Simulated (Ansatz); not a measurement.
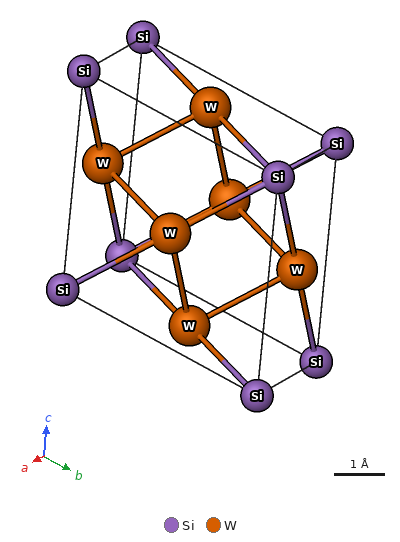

**Figure 1.** The input geometry (ball-and-stick view of the cell of the calculation, seen slightly off an axis). An atom can appear more than once, as a periodic image.

Single-point calculation of W3Si

The run: single-point calculation of W3Si (I4/mmm, 4 atoms in the cell). Method and program: DFT PBE, scalar-relativistic, plane waves, PAW, no spin polarisation (Ansatz 0.2.0).

The structure derives from a Materials Project entry. It belongs to a series of runs on one base structure; here: strain -0.025 along x and y, +0.025 along z, atoms carried along.

Log:
```
Engine: ansatz 0.2.0, aarch64-unknown-linux-gnu
Pseudopotentials: kind: paw
Pseudopotential: Si, paw, valence charge 4, recommended cutoff 420 eV (normal), Si.paw.azcp
Pseudopotential: W, paw, valence charge 14, recommended cutoff 420 eV (normal), W.paw.azcp
Functional definition: PBE
  parameter kappa = 0.804
  parameter beta = 0.06672455060314922
  exchange = pbe_x(kappa = kappa, mu = beta*pi^2/3)
  correlation = pbe_c(beta = beta)
Crystal: 4 atoms, lattice volume = 68.802 Å³
Basis set: ecut = 420 eV, 1333 PW (Γ), exchange–correlation on 60×60×60 points (8 copies of the dense FFT grid, shifted against one another)
Bands: 28, of which v1, the nominal top of the filled ones, is band 23 counted from 1 (22 counted from 0)
Symmetry: 16 space group operations
Space group: I4/mmm (ITA 139), of the structure as read, at distance tolerance 4.1e-5 Å
k-points: 244 of 2744
Non-local potential: Si, projectors of the file, l = 0: 2, l = 1: 2, l = 2: 2
Non-local potential: W, projectors of the file, l = 0: 3, l = 1: 2, l = 2: 2, l = 3: 1
PAW form: soft (Blöchl's): semilocal exchange-correlation on the pseudo side does not see the compensation charge
PAW one-centre angular grid: Si, 110 points (default); XC on 64 Gauss nodes
PAW one-centre angular grid: W, 590 points (default); XC on 64 Gauss nodes
Initial density: superposition of atomic densities (neutral atoms: chi_scale 0, normalization atom), corrected by the library's trained network
Initial wavefunctions: pseudopotential atomic-orbital guess
Functional: x = pbe(κ = 0.804, μ = 0.2195149727645171), c = pbe(β = 0.06672455060314922)
SCF iter   1: F=—  HF=-31784.760079 eV  |F-HF|=—  |Δ(HF+E_count)|=         —  Δρ=7.10e-3  dr2=4.95e-2  ethr=1.77e-3  ⟨swp⟩=4.9  Hψ=28933  notcnv=0
preconditioner: auto → Kerker (q_TF=auto, 2.551 Å⁻¹)  [metal: Δε(μ)=0.003 eV  Ē_g=4.720 eV  σ=0.150 eV  W_gap=0.01  n_scr=18 (ndim 8)  ℏωp=21.0 eV  f_vac=0.000  D(μ)=4.45/eV (n_scr^D=50)]
SCF iter   2: F=—  HF=-31784.754009 eV  |F-HF|=—  |Δ(HF+E_count)|=   6.07e-3  Δρ=3.78e-3  dr2=1.34e-2  ethr=1.08e-4  ⟨swp⟩=1.0  Hψ=8784  notcnv=0
SCF iter   3: F=—  HF=-31784.751973 eV  |F-HF|=—  |Δ(HF+E_count)|=   2.04e-3  Δρ=4.15e-4  dr2=1.06e-4  ethr=2.92e-5  ⟨swp⟩=2.0  Hψ=9423  notcnv=0
SCF iter   4: F=—  HF=-31784.751970 eV  |F-HF|=—  |Δ(HF+E_count)|=   3.21e-6  Δρ=6.06e-5  dr2=2.16e-6  ethr=2.31e-7  ⟨swp⟩=2.0  Hψ=9493  notcnv=0
SCF iter   5: F=—  HF=-31784.751968 eV  |F-HF|=—  |Δ(HF+E_count)|=   2.10e-6  Δρ=1.17e-5  dr2=6.14e-8  ethr=4.69e-9  ⟨swp⟩=2.0  Hψ=9633  notcnv=0
SCF iter   6: F=-31784.751968 eV  HF=-31784.751968 eV  |F-HF|=6.55e-10  |Δ(HF+E_count)|=   1.51e-8  Δρ=2.09e-6  dr2=1.82e-9  ethr=1.34e-10  ⟨swp⟩=7.1  Hψ=44026  notcnv=0
the search or the solves at the SCF's close seem to have found levels that the self-consistency loop had missed (the run counts 1). By its estimate they hold under 1e-12 electrons; where the run keeps them, the occupations were computed again with them
SCF 1 converged in 6 iterations: F = -31784.751968 eV  dr2 = 1.82e-9
  greatest PAW one-centre occupation: 1.000 electrons in one spin orbital (limit 2), on the W atom at site 3 (counted from 0), in its partial waves of l = 0
SCF converged after 6 iterations
Free energy (F): -31784.751968 eV
Harris-Foulkes:  -31784.751968 eV  (|F-HF|=6.55e-10)
Internal energy: -31784.701157 eV  (E = F + TS)
E sigma→0 (E₀):  -31784.726562 eV
Entropy (-TS):   -0.050811 eV (-12.703 meV/atom)
Fermi energy:    17.291624 eV
--- Per-component energies (eV) ---
  E_band       = -407.318357
  E_kinetic    = 1390.817635
  E_local      = -2631.392597  (includes V_loc(G=0)·N_el)
  E_nonlocal   = 35.523994
  E_hartree    = 968.349272
  E_xc         = -853.523454
  E_vxc        = -760.073384  (∫ρ·V_xc dr)
  E_paw        = -26201.849167  (= ΣΔE_a)
  E_vpaw       = -378.892275  (= ΣTr[D̂ρ^β])
  E_aug_tail   = -0.000178  (compensation charges beyond the density's cutoff)
  E_ewald      = -4492.626662
  E_smearing   = -0.050811  (= −TS)
  E_closure    = 0.000000  (closes the sum)
  Σ components = -31784.751968   (vs F -31784.751968, Δ=0.00e0)
--- Forces (eV/Å), atoms counted from 1 ---
  atom   1  Si    -0.00000000     0.00000000     0.00000000
  atom   2  W      0.00000000     0.00000000    -0.00000000
  atom   3  W      0.00000000     0.00000000     0.00000000
  atom   4  W      0.00000000    -0.00000000     0.00000000
  max |Σ_I F_I| component: 3.95e-29 eV/Å
--- Stress (GPa, compression-positive) ---
       11.924607       0.000000       0.000000
        0.000000      11.924607       0.000000
        0.000000       0.000000      -5.186779
  P = ⅓ Tr σ = 6.2208 GPa (62.208 kbar)
--- Band table (eV; the first three rows and the last of 244) ---
  k-point 0: bands = ["-56.6210", "-56.4538", "-56.4064", "-21.6131", "-21.6131", "-21.2961", "-20.8886", "-20.8886", "-20.8669", "-20.1932", "-19.9290", "-19.9290", "6.7520", "12.3128", "12.5015", "12.5015", "12.6203", "13.2253", "13.5000", "16.9013", "16.9853", "16.9853", "17.7186", "17.7949", "19.1755", "19.1755", "19.2913", "21.1660"]
  k-point 1: bands = ["-56.6184", "-56.4538", "-56.4090", "-21.5944", "-21.5933", "-21.2965", "-20.8909", "-20.8873", "-20.8661", "-20.1940", "-19.9528", "-19.9514", "6.8245", "12.3485", "12.5101", "12.5646", "12.6639", "13.3022", "13.5259", "16.3044", "16.7228", "16.8927", "18.0244", "18.3794", "19.1275", "19.2440", "19.3210", "20.9291"]
  k-point 2: bands = ["-56.6108", "-56.4540", "-56.4165", "-21.5389", "-21.5347", "-21.2975", "-20.8974", "-20.8837", "-20.8639", "-20.1965", "-20.0225", "-20.0173", "7.0378", "12.3842", "12.5339", "12.7528", "12.8320", "13.5273", "13.6103", "15.4483", "16.3080", "16.8782", "18.3532", "18.7074", "18.9253", "19.4336", "19.8999", "20.4689"]
  k-point 243: bands = ["-56.5771", "-56.5347", "-56.3692", "-21.6473", "-21.6473", "-21.3627", "-20.8592", "-20.8592", "-20.7957", "-20.2077", "-19.9327", "-19.9327", "8.2760", "12.3891", "12.7221", "13.7267", "13.8350", "14.2561", "14.3279", "14.3279", "14.6343", "14.6343", "17.2491", "17.3572", "18.2564", "18.2564", "18.6458", "20.9257"]
```

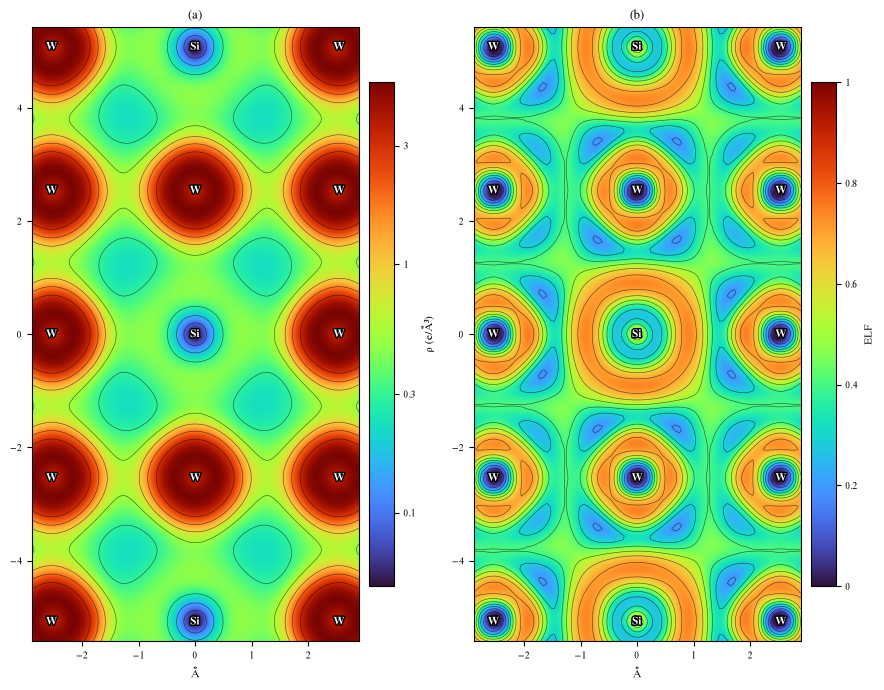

**Figure 2.** (a) valence charge density (pseudo); (b) electron localisation function on the (001) plane of the conventional cell. Si–W (2.54 Å): ρ at the midpoint is about 0.45 e/Å³; the ELF is about 0.45 at the midpoint. W–W (2.54 Å): the density is about 0.6 e/Å³ at the midpoint; the ELF is about 0.40 at the midpoint (no localised pair between them). Away from the nuclei the density in this plane falls to 0.22 e/Å³ at its lowest. The strong features right at W lie inside the PAW spheres (semicore, d or f shells) and say nothing about bonding. The fields are those of the smooth PAW valence density.

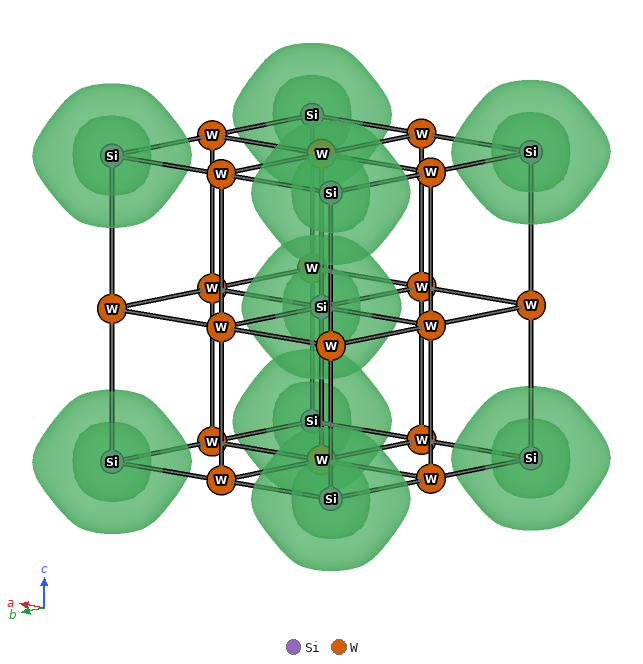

**Figure 3.** Isosurface of the ELF at 0.55 (green), seen at an oblique angle. Only the valence region is drawn (cores and ρ < 0.01 e/Å³ removed). Sticks mark near contacts. The outline is the cell set on symmetry axes. Along the contacts the grid gives the following. Si–W (2.54 Å): the ELF is about 0.45 at the midpoint. W–W (2.54 Å): the ELF is about 0.40 at the midpoint; no shared electron pair.

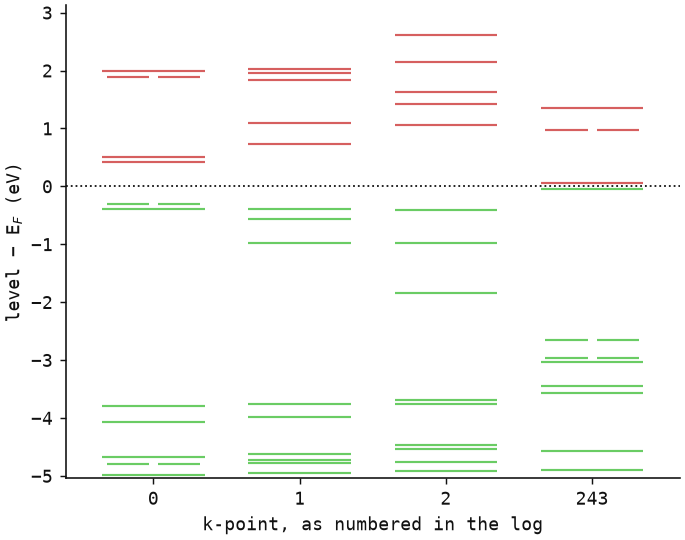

**Figure 4.** Kohn–Sham levels near the Fermi level (dotted) at the few k-points that the log prints; levels within 0.02 eV of each other stand side by side. The system is metallic on the full mesh.

This output came from the following input.

Input file:
```yaml
crystal:
  lattice:
    - [-2.538672036, 2.538672036, 2.6688603456]
    - [2.538672036, -2.538672036, 2.6688603456]
    - [2.538672036, 2.538672036, -2.6688603456]
  atoms:
    - { symbol: Si, position: [0.0, 0.0, 0.0] }
    - { symbol: W, position: [0.5, 0.5, 0.0] }
    - { symbol: W, position: [0.5, 0.0, 0.5] }
    - { symbol: W, position: [0.0, 0.5, 0.5] }
basis:
  ecutwfc: 420
kpoints:
  mp_grid: { grid: [14, 14, 14] }
hamiltonian:
  xc: pbe
scf:
  occupations: { method: gaussian, width: 0.15 }
output:
  forces: true
  stress: true
  eigenvalues: true
  write_density: true
  write_potential: true
  elf: true
  volumetric_format: npy
```

Run as:
```bash
ansatz run input.yaml --threads 2 --pin off --max-ram 5120MiB --backend cpu --events-out ev --progress --plain --runs-dir out
```

Summary:

| quantity | value |
| --- | --- |
| outcome | converged |
| space group (tolerance 0.01 Å) | I4/mmm (139) |
| electrons treated | 46 |
| free energy | −31784.7520 eV |
| Fermi energy | 17.292 eV |
| gap on the k-point mesh | none (metallic) |
| pressure | 6.22 GPa |
| largest force (length of the vector) | under 0.001 eV/Å |
| hardware | 2 threads of Arm Neoverse V2, 24 GiB of memory available, shared host |
| wall time | 11 s (CPU time 22 s) |
| peak memory | 0.59 GiB |

Notes:

Spin–orbit coupling is left out, which matters for W.
